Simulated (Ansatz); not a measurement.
Single-point calculation, with input and output: Sn

System: Sn (slab, 7 atoms in the cell).
Method: DFT PBE, scalar-relativistic, plane waves, PAW, no spin polarisation (Ansatz 0.2.0).

The structure derives from an entry of the Crystallography Open Database. It belongs to a series of runs on one base structure; here: k mesh: [8, 8, 3]. Figures and captions count atoms from 1; the log counts them from 0 in places.

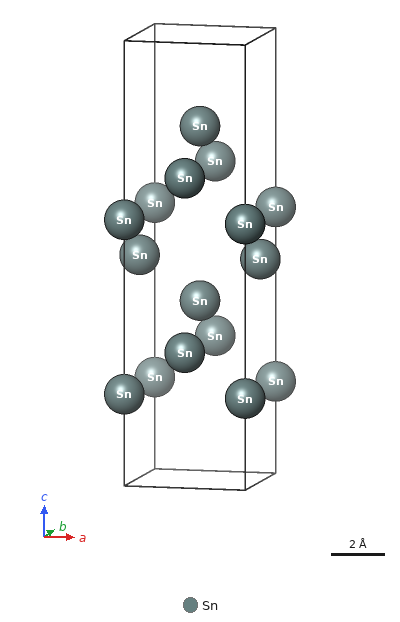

Fig. 1: The input geometry (spheres-only view of the cell of the calculation, with the vacuum cut short, seen slightly off an axis). An atom can appear more than once, as a periodic image.

Results in brief

| quantity | value |
| --- | --- |
| outcome | converged |
| electrons treated | 98 |
| free energy | −42167.0370 eV |
| work function, top face | 4.51 eV |
| work function, bottom face | 4.51 eV |
| Fermi energy | 0.691 eV |
| gap on the k-point mesh | none (metallic) |
| work function (upper face) | 4.51 eV |
| largest force (length of the vector) | 0.089 eV/Å |
| hardware | 1 thread of Arm Neoverse V1, 24 GiB of memory available, shared host |
| wall time | 2.6 min |
| peak memory | 1.2 GiB |

Input
```yaml
crystal:
  lattice:
    - [4.7067117294, 0.0, 0.0]
    - [0.0, 4.7067117294, 0.0]
    - [0.0, 0.0, 24.9844433429]
  atoms:
    - { symbol: Sn, position: [0.0, 0.0, 0.3001867961] }
    - { symbol: Sn, position: [0.5, 0.0, 0.3667911974] }
    - { symbol: Sn, position: [0.5, 0.5, 0.4333955987] }
    - { symbol: Sn, position: [0.0, 0.5, 0.5] }
    - { symbol: Sn, position: [0.0, 0.0, 0.5666044013] }
    - { symbol: Sn, position: [0.5, 0.0, 0.6332088026] }
    - { symbol: Sn, position: [0.5, 0.5, 0.6998132039] }
basis:
  ecutwfc: 420
kpoints:
  mp_grid: { grid: [8, 8, 3] }
hamiltonian:
  xc: pbe
scf:
  occupations: { method: gaussian, width: 0.1 }
output:
  forces: true
  stress: true
  eigenvalues: true
efield:
  axis: 3
  dipole_correction: true
  ramp_width: 0.04
```

Launch command:
```bash
ansatz run input.yaml --threads 1 --pin off --max-ram 2560MiB --backend cpu --events-out ev --progress --plain --runs-dir out
```

What the program printed
```
Engine: ansatz 0.2.0, aarch64-unknown-linux-gnu
Pseudopotentials: kind: paw
Pseudopotential: Sn, paw, valence charge 14, recommended cutoff 420 eV (normal), Sn.paw.azcp
Functional definition: PBE
  parameter kappa = 0.804
  parameter beta = 0.06672455060314922
  exchange = pbe_x(kappa = kappa, mu = beta*pi^2/3)
  correlation = pbe_c(beta = beta)
Crystal: 7 atoms, lattice volume = 553.484 Å³
Basis set: ecut = 420 eV, 10819 PW (Γ), exchange–correlation on 64×64×360 points (8 copies of the dense FFT grid, shifted against one another)
Bands: 59, of which v1, the nominal top of the filled ones, is band 49 counted from 1 (48 counted from 0)
Symmetry: 4 space group operations
k-points: 50 of 192 (time reversal used)
Non-local potential: Sn, projectors of the file, l = 0: 2, l = 1: 2, l = 2: 2, l = 3: 2
PAW form: soft (Blöchl's): semilocal exchange-correlation on the pseudo side does not see the compensation charge
PAW one-centre angular grid: Sn, 590 points (default); XC on 64 Gauss nodes
Initial density: superposition of atomic densities (neutral atoms: chi_scale 0, normalization atom), corrected by the library's trained network
Initial wavefunctions: pseudopotential atomic-orbital guess
Functional: x = pbe(κ = 0.804, μ = 0.2195149727645171), c = pbe(β = 0.06672455060314922)
SCF iter   1: F=—  HF=-42167.042571 eV  |F-HF|=—  |Δ(HF+E_count)|=         —  Δρ=1.47e-3  dr2=3.74e-2  ethr=1.77e-3  p=0.000 e·Å  D=4.12e-15 V/Å  ΔV_dip=-0.00 eV  dr2_dipole=8.82e-11  V_vac-E_F(+/−)=4.50/4.50 eV  ⟨swp⟩=7.6  Hψ=13093  notcnv=0  defer=9
efield: sawtooth ramp at fractional position 0.9800 (placed from the atoms, in the widest stretch of the axis that holds none; the zero of the levels goes with the place), width 0.0400; the density the first Hamiltonian is built on has a dipole p = 0.000 e·Å; the dipole correction subtracts the counter field D = 4.12e-15 V/Å, which shifts the + side's vacuum level by -0.00 eV against the − side's; the planar-averaged density in the ramp window peaks in size at 4.9e-6 e/Å³
preconditioner: auto → LDOS  [metal: Δε(μ)=0.020 eV  Ē_g=18.721 eV  σ=0.100 eV  W_gap=0.11  n_scr=96 (ndim 8)  ℏωp=15.6 eV  f_vac=0.488  D(μ)=6.58/eV (n_scr^D=30)  β→1.0]
SCF iter   2: F=—  HF=-42167.036683 eV  |F-HF|=—  |Δ(HF+E_count)|=   5.89e-3  Δρ=6.21e-4  dr2=5.24e-3  ethr=3.82e-5  p=0.000 e·Å  D=1.77e-6 V/Å  ΔV_dip=-0.00 eV  dr2_dipole=2.84e-9  V_vac-E_F(+/−)=4.51/4.51 eV  ⟨swp⟩=2.7  Hψ=5748  notcnv=0  defer=80
SCF iter   3: F=—  HF=-42167.037294 eV  |F-HF|=—  |Δ(HF+E_count)|=   6.10e-4  Δρ=4.41e-4  dr2=3.03e-3  ethr=5.35e-6  p=0.000 e·Å  D=2.72e-7 V/Å  ΔV_dip=-0.00 eV  dr2_dipole=1.31e-8  V_vac-E_F(+/−)=4.51/4.51 eV  ⟨swp⟩=2.0  Hψ=5230  notcnv=0  defer=80
SCF iter   4: F=—  HF=-42167.036882 eV  |F-HF|=—  |Δ(HF+E_count)|=   4.11e-4  Δρ=1.48e-4  dr2=3.11e-4  ethr=3.09e-6  p=0.000 e·Å  D=3.15e-7 V/Å  ΔV_dip=-0.00 eV  dr2_dipole=1.87e-11  V_vac-E_F(+/−)=4.51/4.51 eV  ⟨swp⟩=2.0  Hψ=5220  notcnv=0  defer=80
SCF iter   5: F=—  HF=-42167.036909 eV  |F-HF|=—  |Δ(HF+E_count)|=   2.64e-5  Δρ=4.49e-5  dr2=8.80e-5  ethr=3.18e-7  p=0.000 e·Å  D=1.23e-7 V/Å  ΔV_dip=-0.00 eV  dr2_dipole=1.01e-10  V_vac-E_F(+/−)=4.51/4.51 eV  ⟨swp⟩=2.0  Hψ=5068  notcnv=0  defer=80
SCF iter   6: F=—  HF=-42167.036981 eV  |F-HF|=—  |Δ(HF+E_count)|=   7.21e-5  Δρ=1.95e-5  dr2=4.48e-6  ethr=8.98e-8  p=-0.000 e·Å  D=-3.33e-8 V/Å  ΔV_dip=0.00 eV  dr2_dipole=4.86e-11  V_vac-E_F(+/−)=4.51/4.51 eV  ⟨swp⟩=2.0  Hψ=3178  notcnv=0  defer=80
SCF iter   7: F=—  HF=-42167.036981 eV  |F-HF|=—  |Δ(HF+E_count)|=   2.26e-7  Δρ=6.66e-6  dr2=8.46e-7  ethr=4.57e-9  p=-0.000 e·Å  D=-1.51e-8 V/Å  ΔV_dip=0.00 eV  dr2_dipole=1.55e-12  V_vac-E_F(+/−)=4.51/4.51 eV  ⟨swp⟩=2.0  Hψ=5238  notcnv=0  defer=80
SCF iter   8: F=-42167.036981 eV  HF=-42167.036981 eV  |F-HF|=2.22e-8  |Δ(HF+E_count)|=   1.41e-7  Δρ=1.52e-6  dr2=2.03e-8  ethr=1.02e-10  p=-0.000 e·Å  D=-1.02e-8 V/Å  ΔV_dip=0.00 eV  dr2_dipole=3.76e-13  V_vac-E_F(+/−)=4.51/4.51 eV  ⟨swp⟩=12.6  Hψ=15157  notcnv=0
SCF 1 converged in 8 iterations: F = -42167.036981 eV  dr2 = 2.03e-8
  greatest PAW one-centre occupation: 0.991 electrons in one spin orbital (limit 2), on the Sn atom at site 6 (counted from 0), in its partial waves of l = 2
```

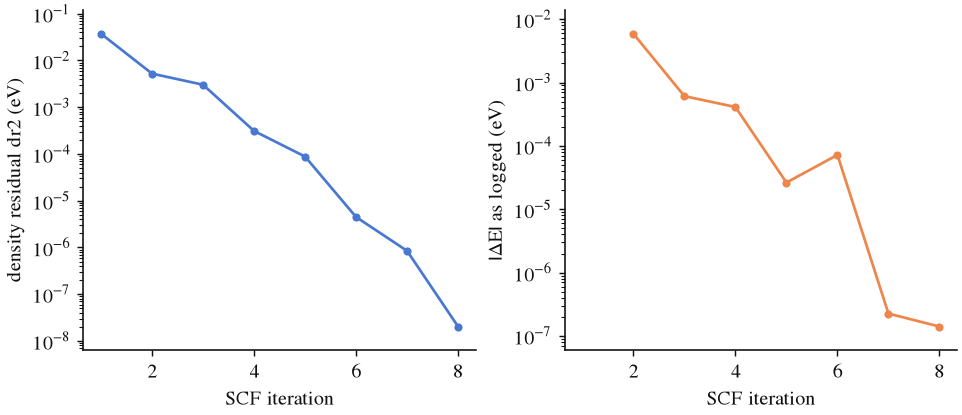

Fig. 2: Convergence of the self-consistent field: density residual dr2 and size of the energy change against the SCF iteration. The residual falls at every step.

```
SCF converged after 8 iterations
Free energy (F): -42167.036981 eV
Harris-Foulkes:  -42167.036981 eV  (|F-HF|=2.22e-8)
Internal energy: -42167.004282 eV  (E = F + TS)
E sigma→0 (E₀):  -42167.020632 eV
Entropy (-TS):   -0.032699 eV (-4.671 meV/atom)
Fermi energy:    0.691416 eV
Dipole field:    D = 0.000000 V/Å  (p = 0.000001 e·Å, saw-weighted, corrected)
Work function:   Φ+ = 4.5114 eV   Φ− = 4.5115 eV
Levels:          The Fermi level and band energies are counted from a zero that moves with the ramp; work functions are not
--- Per-component energies (eV) ---
  E_band       = -1519.876634
  E_kinetic    = 1301.128093
  E_local      = -55379.380748  (includes V_loc(G=0)·N_el)
  E_nonlocal   = -226.239000
  E_hartree    = 27968.940186
  E_xc         = -2671.491691
  E_vxc        = -663.545665  (∫ρ·V_xc dr)
  E_paw        = -28955.645943  (= ΣΔE_a)
  E_vpaw       = -2489.697292  (= ΣTr[D̂ρ^β])
  E_aug_tail   = -0.000003  (compensation charges beyond the density's cutoff)
  E_efield     = 0.000000  (sawtooth field / dipole correction)
  E_vefield    = 0.000000  (∫n·V_field dr)
  E_ewald      = 15795.684823
  E_smearing   = -0.032699  (= −TS)
  E_closure    = -0.000000  (closes the sum)
  Σ components = -42167.036981   (vs F -42167.036981, Δ=0.00e0)
--- Forces (eV/Å), atoms counted from 1 ---
  atom   1  Sn     0.00000000     0.00000000    -0.08918860
  atom   2  Sn     0.00000000     0.00000000     0.05896697
  atom   3  Sn     0.00000000     0.00000000     0.04888505
  atom   4  Sn     0.00000000     0.00000000    -0.00000008
  atom   5  Sn     0.00000000     0.00000000    -0.04888517
  atom   6  Sn     0.00000000     0.00000000    -0.05896709
  atom   7  Sn     0.00000000     0.00000000     0.08918862
  max |Σ_I F_I| component: 3.02e-7 eV/Å
--- Stress (GPa, compression-positive) ---
       -0.189989       0.000000       0.000000
        0.000000      -0.189989       0.000000
        0.000000       0.000000       0.096994
  P = ⅓ Tr σ = -0.0943 GPa (-0.943 kbar)
--- Band table (eV; the first three rows and the last of 50) ---
  k-point 0: bands = ["-20.6774", "-20.6774", "-20.6175", "-20.6071", "-20.5891", "-20.5891", "-20.5757", "-20.5664", "-20.5536", "-20.5128", "-20.5096", "-20.5096", "-20.5083", "-20.5078", "-20.5060", "-20.4993", "-20.4993", "-20.4617", "-20.4212", "-20.4132", "-20.3880", "-20.3760", "-20.3714", "-20.3214", "-20.3214", "-20.2026", "-20.1997", "-20.1654", "-20.1654", "-20.1612", "-20.1600", "-20.1534", "-20.1504", "-20.1082", "-20.1082", "-8.9349", "-8.2903", "-7.3634", "-6.1197", "-4.5857", "-2.8885", "-1.2287", "-1.0184", "-1.0184", "-0.3583", "-0.3583", "0.4931", "0.4931", "1.2156", "1.9124", "1.9474", "2.0277", "2.2986", "2.2986", "2.5429", "2.6186", "2.7468", "4.1234", "4.1234"]
  k-point 1: bands = ["-20.6774", "-20.6774", "-20.6175", "-20.6071", "-20.5891", "-20.5891", "-20.5756", "-20.5664", "-20.5536", "-20.5128", "-20.5096", "-20.5096", "-20.5083", "-20.5078", "-20.5060", "-20.4993", "-20.4993", "-20.4617", "-20.4212", "-20.4132", "-20.3880", "-20.3760", "-20.3714", "-20.3214", "-20.3214", "-20.2026", "-20.1997", "-20.1654", "-20.1654", "-20.1612", "-20.1600", "-20.1534", "-20.1504", "-20.1082", "-20.1082", "-8.9349", "-8.2903", "-7.3634", "-6.1197", "-4.5857", "-2.8885", "-1.2287", "-1.0184", "-1.0184", "-0.3583", "-0.3583", "0.4931", "0.4931", "1.2155", "1.9125", "1.9474", "2.0277", "2.2986", "2.2986", "2.5428", "2.6187", "2.7468", "4.1234", "4.1234"]
  k-point 2: bands = ["-20.6813", "-20.6781", "-20.6192", "-20.6006", "-20.5941", "-20.5898", "-20.5736", "-20.5641", "-20.5476", "-20.5143", "-20.5131", "-20.5096", "-20.5080", "-20.5071", "-20.4994", "-20.4991", "-20.4979", "-20.4616", "-20.4176", "-20.4145", "-20.3926", "-20.3785", "-20.3734", "-20.3209", "-20.3187", "-20.2091", "-20.2015", "-20.1655", "-20.1626", "-20.1613", "-20.1600", "-20.1593", "-20.1504", "-20.1075", "-20.1007", "-8.8448", "-8.2106", "-7.3080", "-6.1053", "-4.6533", "-3.1187", "-1.7573", "-1.3352", "-0.9415", "-0.5601", "-0.3037", "0.4211", "0.4921", "0.9744", "1.7895", "2.0511", "2.2611", "2.3188", "2.4686", "2.8338", "2.9949", "3.3639", "4.0733", "4.1213"]
  k-point 49: bands = ["-20.6950", "-20.6620", "-20.6620", "-20.6054", "-20.5835", "-20.5835", "-20.5752", "-20.5473", "-20.5200", "-20.5200", "-20.5083", "-20.5068", "-20.4871", "-20.4871", "-20.4756", "-20.4707", "-20.4707", "-20.4503", "-20.4496", "-20.4132", "-20.4114", "-20.4114", "-20.3749", "-20.3749", "-20.2976", "-20.2257", "-20.2250", "-20.1729", "-20.1686", "-20.1686", "-20.1669", "-20.1444", "-20.1444", "-20.0835", "-20.0824", "-6.3158", "-6.2927", "-6.2927", "-6.1485", "-6.1242", "-5.7252", "-5.7252", "-1.5692", "-1.5226", "-1.5226", "-1.5022", "-1.2204", "0.0314", "0.0314", "0.3851", "0.5884", "2.5571", "2.6796", "2.6796", "3.0474", "3.8128", "4.6341", "4.6341", "5.5232"]
```

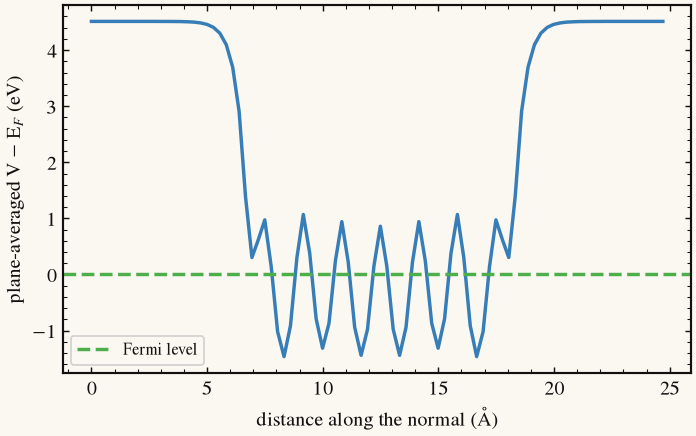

Fig. 3: Plane average of the electrostatic potential energy of an electron across the cell, from the Fermi level. The vacuum level lies 4.51 eV above the Fermi level.

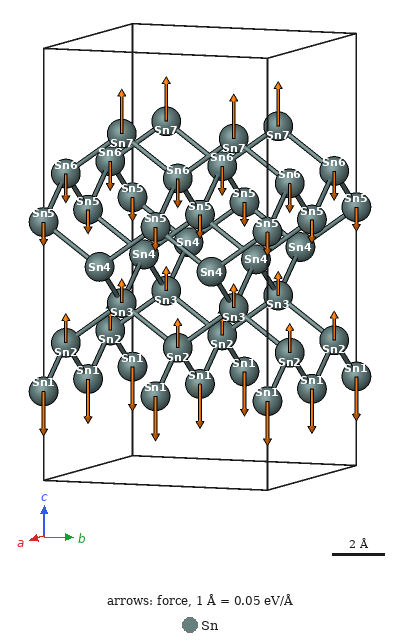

Fig. 4: Forces on the atoms as orange arrows (ball-and-stick view of the 2 × 2 repeat of the cell, with the vacuum cut short, seen slightly off an axis; atoms are numbered from 1 in the order of the input). The largest act on Sn1, Sn7 (0.09 eV/Å); Sn2, Sn6 (0.06 eV/Å); Sn3, Sn5 (0.05 eV/Å). The geometry is not a stationary point of this energy.
